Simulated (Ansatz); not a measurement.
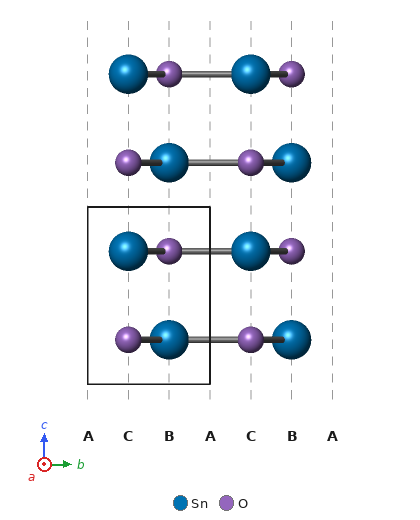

The picture looks along a close-packed row of the hexagonal mesh; c points upwards. The dashed lines mark the three columns A (0, 0), B (1/3, 2/3) and C (2/3, 1/3). The sequence starts with the first layer at or above the cell's origin.

SnO: the geometry relaxed with DFT, PBE, plane waves, PAW in Ansatz; the starting structure was generated, so it need not be a known form of this composition.

Question: List the layers of one repeat.

Answer: Sn(B)+O(C) – O(B)+Sn(C) (two layers in 5.23 Å).
